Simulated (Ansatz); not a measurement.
Phonon calculation of InSb (part 2 of 2)

Continued. System: InSb (2 atoms in the cell). Method: DFT, PBEsol, PAW with Ansatz's default frozen-core files, scalar-relativistic; harmonic phonons by finite displacements, no spin polarisation (Ansatz 0.2.0); cutoff 420 eV, 10×10×10 k-mesh, Fermi–Dirac smearing of 0.1 eV. The structure derives from an entry of the Crystallography Open Database. It belongs to a series of runs on one base structure; here: volume scaled by 1.015, PAW files.

Geometry of the input (Å; fractional positions):
```
0.0000  3.2764  3.2764
3.2764  0.0000  3.2764
3.2764  3.2764  0.0000
In 0.0000  0.0000  0.0000
Sb 0.7500  0.7500  0.7500
```

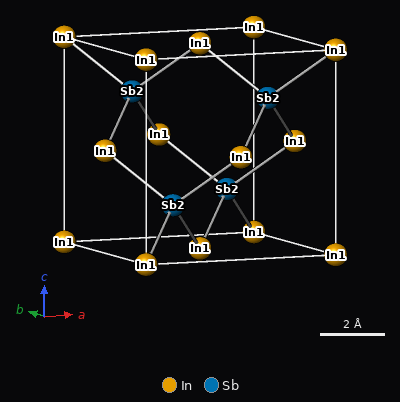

Figure 1. The structure (ball-and-stick view of the cell 4 times as large as that of the calculation, set on its symmetry axes, seen slightly off an axis; atoms are numbered from 1 in the order of the input). An atom can appear more than once, as a periodic image.

**Output, continued**
```
SCF iter   1: F=—  HF=-23867.294858 eV  |F-HF|=—  |Δ(HF+E_count)|=         —  Δρ=5.63e-5  dr2=3.43e-6  ethr=1.42e-8  ⟨swp⟩=3.2  Hψ=29497  notcnv=0  defer=123
preconditioner: auto → Resta (q_TF=auto, 2.340 Å⁻¹)  ε∞=2.8  [insulator: Δε(μ)=0.415 eV  Ē_g=13.819 eV  σ=0.100 eV  W_gap=0.77  n_scr=28 (ndim 8)  ℏωp=18.8 eV  f_vac=0.103  D(μ)=0.10/eV (n_scr^D=0)  ε∞_Penn≈2.8]
SCF iter   2: F=—  HF=-23867.294855 eV  |F-HF|=—  |Δ(HF+E_count)|=   2.96e-6  Δρ=3.08e-5  dr2=9.86e-7  ethr=6.12e-9  ⟨swp⟩=1.0  Hψ=5407  notcnv=0  defer=123
SCF iter   3: F=—  HF=-23867.294855 eV  |F-HF|=—  |Δ(HF+E_count)|=   1.45e-7  Δρ=3.89e-6  dr2=2.60e-8  ethr=1.76e-9  ⟨swp⟩=1.3  Hψ=6231  notcnv=0  defer=123
SCF iter   4: F=—  HF=-23867.294855 eV  |F-HF|=—  |Δ(HF+E_count)|=   1.40e-9  Δρ=1.09e-6  dr2=1.72e-9  ethr=4.65e-11  ⟨swp⟩=2.0  Hψ=9766  notcnv=0  defer=123
SCF iter   5: F=—  HF=-23867.294855 eV  |F-HF|=—  |Δ(HF+E_count)|=   1.08e-9  Δρ=3.39e-7  dr2=3.15e-10  ethr=3.06e-12  ⟨swp⟩=3.0  Hψ=9977  notcnv=0  defer=123
SCF iter   6: F=—  HF=-23867.294855 eV  |F-HF|=—  |Δ(HF+E_count)|=  3.64e-11  Δρ=7.88e-8  dr2=1.17e-11  ethr=1.00e-12  ⟨swp⟩=3.0  Hψ=9724  notcnv=0  defer=123
SCF iter   7: F=-23867.294855 eV  HF=-23867.294855 eV  |F-HF|=3.64e-12  |Δ(HF+E_count)|=  1.46e-11  Δρ=2.17e-8  dr2=7.36e-13  ethr=1.00e-12  ⟨swp⟩=6.0  Hψ=22829  notcnv=0
SCF 6 converged in 7 iterations: F = -23867.294855 eV  dr2 = 7.36e-13
iter 1 solved again at ethr=3.13e-12 eV; its pass at ethr=3.10e-3 eV (dr2=1.75e-9 eV) is discarded
SCF iter   1: F=—  HF=-23867.294858 eV  |F-HF|=—  |Δ(HF+E_count)|=         —  Δρ=5.41e-7  dr2=2.00e-10  ethr=3.13e-12  ⟨swp⟩=2.9  Hψ=26578  notcnv=0  defer=127
preconditioner: auto → Resta (q_TF=auto, 2.340 Å⁻¹)  ε∞=2.8  [insulator: Δε(μ)=0.412 eV  Ē_g=13.819 eV  σ=0.100 eV  W_gap=0.76  n_scr=28 (ndim 8)  ℏωp=18.8 eV  f_vac=0.103  D(μ)=0.10/eV (n_scr^D=0)  ε∞_Penn≈2.8]
SCF iter   2: F=—  HF=-23867.294855 eV  |F-HF|=—  |Δ(HF+E_count)|=   2.78e-6  Δρ=2.99e-7  dr2=4.42e-11  ethr=1.00e-12  ⟨swp⟩=2.0  Hψ=9750  notcnv=0  defer=127
SCF iter   3: F=-23867.294855 eV  HF=-23867.294855 eV  |F-HF|=7.28e-12  |Δ(HF+E_count)|=    0.00e0  Δρ=6.00e-8  dr2=2.97e-12  ethr=1.00e-12  ⟨swp⟩=5.0  Hψ=24075  notcnv=0
SCF 7 converged in 3 iterations: F = -23867.294855 eV  dr2 = 2.97e-12
Basis set: ecut = 420 eV, 2743 PW (Γ), FFT grids on a1, a2, −a2+a3, exchange–correlation on 64×64×108 points (8 copies of the dense FFT grid, shifted against one another)
Bands: 35, of which v1, the nominal top of the filled ones, is band 28 counted from 1 (27 counted from 0)
Symmetry: 12 space group operations
k-points: 58 of 500 (time reversal used)
SCF iter   1: F=—  HF=-23867.294877 eV  |F-HF|=—  |Δ(HF+E_count)|=         —  Δρ=1.14e-7  dr2=1.24e-11  ethr=1.12e-12  ⟨swp⟩=6.5  Hψ=7312  notcnv=0
preconditioner: auto → Resta (q_TF=auto, 2.340 Å⁻¹)  ε∞=2.9  [insulator: Δε(μ)=0.418 eV  Ē_g=13.504 eV  σ=0.100 eV  W_gap=0.77  n_scr=28 (ndim 8)  ℏωp=18.8 eV  f_vac=0.104  D(μ)=0.10/eV (n_scr^D=0)  ε∞_Penn≈2.9]
SCF iter   2: F=-23867.294877 eV  HF=-23867.294877 eV  |F-HF|=3.64e-12  |Δ(HF+E_count)|=  3.64e-12  Δρ=3.15e-8  dr2=9.72e-13  ethr=1.00e-12  ⟨swp⟩=3.2  Hψ=5541  notcnv=0
SCF 8 converged in 2 iterations: F = -23867.294877 eV  dr2 = 9.72e-13
iter 1 solved again at ethr=1.15e-8 eV; its pass at ethr=3.10e-3 eV (dr2=6.43e-6 eV) is discarded
SCF iter   1: F=—  HF=-23867.294855 eV  |F-HF|=—  |Δ(HF+E_count)|=         —  Δρ=7.27e-5  dr2=4.41e-6  ethr=1.15e-8  ⟨swp⟩=3.0  Hψ=24304  notcnv=0  defer=41
preconditioner: auto → Resta (q_TF=auto, 2.340 Å⁻¹)  ε∞=2.9  [insulator: Δε(μ)=0.414 eV  Ē_g=13.504 eV  σ=0.100 eV  W_gap=0.77  n_scr=28 (ndim 8)  ℏωp=18.8 eV  f_vac=0.104  D(μ)=0.10/eV (n_scr^D=0)  ε∞_Penn≈2.9]
SCF iter   2: F=—  HF=-23867.294857 eV  |F-HF|=—  |Δ(HF+E_count)|=   2.44e-6  Δρ=3.16e-5  dr2=7.64e-7  ethr=7.88e-9  ⟨swp⟩=2.0  Hψ=7094  notcnv=0  defer=41
SCF iter   3: F=—  HF=-23867.294857 eV  |F-HF|=—  |Δ(HF+E_count)|=   1.44e-7  Δρ=8.21e-6  dr2=7.83e-8  ethr=1.36e-9  ⟨swp⟩=2.4  Hψ=6649  notcnv=0  defer=41
SCF iter   4: F=—  HF=-23867.294857 eV  |F-HF|=—  |Δ(HF+E_count)|=   1.72e-9  Δρ=1.30e-6  dr2=6.13e-9  ethr=1.40e-10  ⟨swp⟩=2.0  Hψ=5699  notcnv=0  defer=41
SCF iter   5: F=—  HF=-23867.294857 eV  |F-HF|=—  |Δ(HF+E_count)|=  2.84e-10  Δρ=5.72e-7  dr2=5.73e-10  ethr=1.10e-11  ⟨swp⟩=3.0  Hψ=8839  notcnv=0  defer=41
SCF iter   6: F=—  HF=-23867.294857 eV  |F-HF|=—  |Δ(HF+E_count)|=  4.73e-10  Δρ=1.12e-7  dr2=2.89e-11  ethr=1.02e-12  ⟨swp⟩=2.0  Hψ=5992  notcnv=0  defer=41
SCF iter   7: F=-23867.294857 eV  HF=-23867.294857 eV  |F-HF|=1.09e-11  |Δ(HF+E_count)|=  1.82e-11  Δρ=2.71e-8  dr2=1.35e-12  ethr=1.00e-12  ⟨swp⟩=6.0  Hψ=20883  notcnv=0
SCF 9 converged in 7 iterations: F = -23867.294857 eV  dr2 = 1.35e-12
iter 1 solved again at ethr=1.03e-12 eV; its pass at ethr=3.10e-3 eV (dr2=5.78e-10 eV) is discarded
SCF iter   1: F=—  HF=-23867.294857 eV  |F-HF|=—  |Δ(HF+E_count)|=         —  Δρ=7.96e-7  dr2=3.08e-10  ethr=1.03e-12  ⟨swp⟩=4.0  Hψ=26258  notcnv=0  defer=46
preconditioner: auto → Resta (q_TF=auto, 2.340 Å⁻¹)  ε∞=2.9  [insulator: Δε(μ)=0.414 eV  Ē_g=13.505 eV  σ=0.100 eV  W_gap=0.77  n_scr=28 (ndim 8)  ℏωp=18.8 eV  f_vac=0.104  D(μ)=0.10/eV (n_scr^D=0)  ε∞_Penn≈2.9]
SCF iter   2: F=—  HF=-23867.294857 eV  |F-HF|=—  |Δ(HF+E_count)|=   1.66e-7  Δρ=3.40e-7  dr2=4.53e-11  ethr=1.00e-12  ⟨swp⟩=2.0  Hψ=8731  notcnv=0  defer=46
SCF iter   3: F=-23867.294857 eV  HF=-23867.294857 eV  |F-HF|=0.00e0  |Δ(HF+E_count)|=  7.28e-12  Δρ=8.08e-8  dr2=3.18e-12  ethr=1.00e-12  ⟨swp⟩=5.0  Hψ=21571  notcnv=0
SCF 10 converged in 3 iterations: F = -23867.294857 eV  dr2 = 3.18e-12
iter 1 solved again at ethr=1.48e-8 eV; its pass at ethr=3.10e-3 eV (dr2=8.29e-6 eV) is discarded
SCF iter   1: F=—  HF=-23867.294852 eV  |F-HF|=—  |Δ(HF+E_count)|=         —  Δρ=5.78e-5  dr2=3.91e-6  ethr=1.48e-8  ⟨swp⟩=3.0  Hψ=27060  notcnv=0  defer=42
preconditioner: auto → Resta (q_TF=auto, 2.340 Å⁻¹)  ε∞=2.9  [insulator: Δε(μ)=0.414 eV  Ē_g=13.505 eV  σ=0.100 eV  W_gap=0.77  n_scr=28 (ndim 8)  ℏωp=18.8 eV  f_vac=0.103  D(μ)=0.10/eV (n_scr^D=0)  ε∞_Penn≈2.9]
SCF iter   2: F=—  HF=-23867.294856 eV  |F-HF|=—  |Δ(HF+E_count)|=   4.00e-6  Δρ=3.19e-5  dr2=1.11e-6  ethr=6.99e-9  ⟨swp⟩=1.0  Hψ=4855  notcnv=0  defer=42
SCF iter   3: F=—  HF=-23867.294856 eV  |F-HF|=—  |Δ(HF+E_count)|=   1.81e-7  Δρ=4.00e-6  dr2=2.64e-8  ethr=1.98e-9  ⟨swp⟩=1.6  Hψ=6804  notcnv=0  defer=42
SCF iter   4: F=—  HF=-23867.294856 eV  |F-HF|=—  |Δ(HF+E_count)|=  5.53e-10  Δρ=1.08e-6  dr2=1.93e-9  ethr=4.71e-11  ⟨swp⟩=2.0  Hψ=8800  notcnv=0  defer=42
SCF iter   5: F=—  HF=-23867.294856 eV  |F-HF|=—  |Δ(HF+E_count)|=   1.22e-9  Δρ=3.01e-7  dr2=2.96e-10  ethr=3.45e-12  ⟨swp⟩=2.0  Hψ=6015  notcnv=0  defer=42
SCF iter   6: F=—  HF=-23867.294856 eV  |F-HF|=—  |Δ(HF+E_count)|=  5.82e-11  Δρ=9.98e-8  dr2=3.21e-11  ethr=1.00e-12  ⟨swp⟩=3.0  Hψ=8941  notcnv=0  defer=42
SCF iter   7: F=-23867.294856 eV  HF=-23867.294856 eV  |F-HF|=0.00e0  |Δ(HF+E_count)|=  1.46e-11  Δρ=3.06e-8  dr2=1.66e-12  ethr=1.00e-12  ⟨swp⟩=6.0  Hψ=20785  notcnv=0
SCF 11 converged in 7 iterations: F = -23867.294856 eV  dr2 = 1.66e-12
iter 1 solved again at ethr=3.27e-12 eV; its pass at ethr=3.10e-3 eV (dr2=1.83e-9 eV) is discarded
SCF iter   1: F=—  HF=-23867.294856 eV  |F-HF|=—  |Δ(HF+E_count)|=         —  Δρ=5.16e-7  dr2=1.81e-10  ethr=3.27e-12  ⟨swp⟩=3.0  Hψ=25251  notcnv=0  defer=47
SCF iter   2: F=—  HF=-23867.294856 eV  |F-HF|=—  |Δ(HF+E_count)|=   1.78e-7  Δρ=2.84e-7  dr2=4.54e-11  ethr=1.00e-12  ⟨swp⟩=2.0  Hψ=8755  notcnv=0  defer=47
SCF iter   3: F=-23867.294856 eV  HF=-23867.294856 eV  |F-HF|=3.64e-12  |Δ(HF+E_count)|=  3.64e-12  Δρ=4.90e-8  dr2=3.43e-12  ethr=1.00e-12  ⟨swp⟩=5.0  Hψ=21771  notcnv=0
SCF 12 converged in 3 iterations: F = -23867.294856 eV  dr2 = 3.43e-12
SCF converged after 2 iterations
Free energy (F): -23867.294877 eV
Harris-Foulkes:  -23867.294877 eV  (|F-HF|=7.28e-12)
Internal energy: -23867.290491 eV  (E = F + TS)
E sigma→0 (E₀):  -23867.292684 eV
Entropy (-TS):   -0.004385 eV (-1.096 meV/atom)
Fermi energy:    6.983504 eV
--- Per-component energies (eV) ---
  E_band       = -547.496764
  E_kinetic    = 901.134551
  E_local      = -6491.532996  (includes V_loc(G=0)·N_el)
  E_nonlocal   = 1465.837721
  E_hartree    = 2783.122017
  E_xc         = -700.805481
  E_vxc        = -391.635871  (∫ρ·V_xc dr)
  E_paw        = -17169.316506  (= ΣΔE_a)
  E_vpaw       = -1597.544221  (= ΣTr[D̂ρ^β])
  E_aug_tail   = 0.000047  (compensation charges beyond the density's cutoff)
  E_ewald      = -4656.865363
  E_core_change = 1.135519  (= ΣΔE_core)
  E_smearing   = -0.004385  (= −TS)
  E_closure    = -0.000000  (closes the sum)
  Σ components = -23867.294877   (vs F -23867.294877, Δ=0.00e0)
--- Forces (eV/Å), atoms counted from 1 ---
  atom   1  In    -0.00000000    -0.00000000     0.00000000
  atom   2  Sb     0.00000000     0.00000000    -0.00000000
  atom   3  In     0.00000000    -0.00000000     0.00000000
  atom   4  Sb     0.00000000     0.00000000    -0.00000000
  max |Σ_I F_I| component: 4.16e-17 eV/Å
--- Band table (eV; the first three rows and the last of 63) ---
  k-point 0: bands = ["-21.6627", "-21.6614", "-21.6614", "-21.6614", "-21.6595", "-21.6595", "-21.6467", "-21.6463", "-21.6463", "-21.6448", "-7.7339", "-7.6601", "-7.6601", "-7.6601", "-7.6193", "-7.6193", "-7.6006", "-7.5827", "-7.5827", "-7.5759", "-3.7298", "-1.8782", "1.0218", "4.6500", "4.6500", "6.3507", "6.8108", "6.8108", "6.8108", "8.1038", "8.1363", "9.7590", "9.7590", "9.7590", "12.3548", "14.7514"]
  k-point 1: bands = ["-21.6625", "-21.6615", "-21.6612", "-21.6612", "-21.6596", "-21.6596", "-21.6467", "-21.6464", "-21.6462", "-21.6449", "-7.7275", "-7.6680", "-7.6564", "-7.6564", "-7.6233", "-7.6233", "-7.5986", "-7.5840", "-7.5821", "-7.5766", "-3.6138", "-2.1845", "1.4823", "4.7834", "4.7834", "5.1418", "6.4433", "6.4433", "7.9593", "8.0004", "8.5172", "9.3778", "10.2741", "10.2741", "13.0304", "13.6943"]
  k-point 2: bands = ["-21.6622", "-21.6618", "-21.6607", "-21.6607", "-21.6601", "-21.6601", "-21.6466", "-21.6465", "-21.6458", "-21.6453", "-7.7101", "-7.6875", "-7.6463", "-7.6463", "-7.6337", "-7.6337", "-7.5936", "-7.5879", "-7.5804", "-7.5783", "-3.2772", "-2.7620", "2.5165", "3.7793", "5.1712", "5.1712", "5.7673", "5.7673", "8.1698", "8.5364", "9.0513", "9.1592", "11.3850", "11.3850", "12.6649", "12.6857"]
  k-point 62: bands = ["-21.6616", "-21.6616", "-21.6606", "-21.6606", "-21.6595", "-21.6595", "-21.6463", "-21.6463", "-21.6452", "-21.6452", "-7.7239", "-7.7239", "-7.6311", "-7.6311", "-7.6223", "-7.6223", "-7.5923", "-7.5923", "-7.5808", "-7.5808", "-1.8493", "-1.8493", "1.1140", "1.1140", "4.1166", "4.1166", "4.2356", "4.2356", "9.8173", "9.8173", "9.9895", "9.9895", "11.7407", "11.7407", "12.1066", "12.1066"]
--- Phonons: 8 displaced members + 2 references (amplitude of the first 0.0025 Å, Σ member SCF iterations 44) ---
  ASR residual: 4.979e-5 → 0.000e0 eV/Å²; symmetrization residual: 2.715e-5 eV/Å²
  largest component of a force at the reference: 3.5e-17 eV/Å
  ASR residual per site (eV/Å²): 3.37e-5 4.98e-5
  Γ frequencies (cm⁻¹): 0.00 0.00 0.00 169.35 169.35 169.35
--- Phonons (by wavevector): 3 wavevectors in 2 supercells ---
  supercell 1 (2 cells, vectors [1, 0, 0], [0, 1, -1], [0, 0, 2] in multiples of the cell's): 4 displaced members by 0.0025 Å; free energy -23867.294877 eV; taken off its force constants: by the sum rule 6.5e-5, by the symmetrisation 1.3e-5 eV/Å²
  symmetry images taken by strict's conditions (phonons.symmetry_images: auto; settled by no image being taken that strict refuses)
  supercell 2 (2 cells, vectors [1, 0, 0], [0, 1, 0], [0, 0, 2] in multiples of the cell's): 4 displaced members by 0.0025 Å; free energy -23867.294877 eV; taken off its force constants: by the sum rule 5.0e-5, by the symmetrisation 2.7e-5 eV/Å²; Γ matrix within 6.8e-6 eV/Å² of supercell 1's
  symmetry images taken by strict's conditions (phonons.symmetry_images: auto; settled by no image being taken that strict refuses)
  q = [0.0000, 0.0000, 0.0000] (star 1, supercell 1; hermiticity 0.00e0, symmetrization 8.24e-7): -0.00 0.00 0.00 169.35 169.35 169.35
  q = [0.0000, 0.0000, -0.5000] (star 4, supercell 2; hermiticity 1.74e-16, symmetrization 5.26e-16): 32.48 32.48 123.54 149.83 167.29 167.29
  q = [0.0000, -0.5000, -0.5000] (star 3, supercell 1; hermiticity 1.01e-16, symmetrization 4.70e-16): 38.22 38.22 136.86 145.00 164.03 164.03
  joined force constants: q→R imaginary residual 5.04e-17
  density of states and harmonic sums: on the 16×16×16 q-mesh, interpolated from the force constants of a 2×2×2 supercell (no non-analytic term)
  largest difference from the sums on the solved wave vectors: F 7.98e-2 eV, S 1.12e-4 and C_V 3.23e-5 eV/K
  zero-point energy: 0.041906 eV/cell   skipped modes (ω ≤ 0): 3   left out of the sums: 1.22e-4 of the cell's modes: C_V's classical limit lies that fraction below 3 k_B per atom; for a crystal, a wire or a layer, F and S can be off by more, and a phonons.interpolated_qmesh denser along its periods is the remedy for the sampling
```

**File phthermo.tsv**
```
# format = ansatz-phthermo/1
# interpolated_qmesh = 16 16 16
# force_constants_supercell = 2 2 2
# published_state_doubts = phonon_interpolation_lacks_dipole_term
# non_analytic_term = not included (the non-analytic LO-TO correction is not applied to the interpolated dynamical matrix; polar crystals: no LO-TO splitting at GAMMA, and LO and other optical branches, acoustic branches and sound speeds, and with them the density of states and the thermodynamics, can be off between the wave vectors that the force constants were sampled on, most near GAMMA; a larger extent of the force constants narrows that region and is not shown to mend the acoustic slopes)
# zero_point_energy_ev = 4.1906098467e-2
# n_skipped_modes = 3
# share_of_modes_left_out = 1.2207031250e-4
# rigid_motions_known_by = geometry
# t_k	f_vib_ev	s_ev_per_k	c_v_ev_per_k
0.0000	4.1906098467e-2	0.0000000000e0	0.0000000000e0
100.0000	2.2154169537e-2	4.2601333402e-4	4.0486742953e-4
200.0000	-3.7428345142e-2	7.3865228696e-4	4.8381821756e-4
300.0000	-1.2192124921e-1	9.3890206326e-4	5.0173703445e-4
400.0000	-2.2341244886e-1	1.0842733863e-3	5.0830156178e-4
500.0000	-3.3773520505e-1	1.1980675413e-3	5.1139373199e-4
600.0000	-4.6235131359e-1	1.2914692976e-3	5.1308793458e-4
700.0000	-5.9555739583e-1	1.3706452826e-3	5.1411446459e-4
800.0000	-7.3613245286e-1	1.4393422866e-3	5.1478273712e-4
900.0000	-8.8315879609e-1	1.5000030495e-3	5.1524182213e-4
1000.0000	-1.0359216867e0	1.5543071215e-3	5.1557066285e-4
```
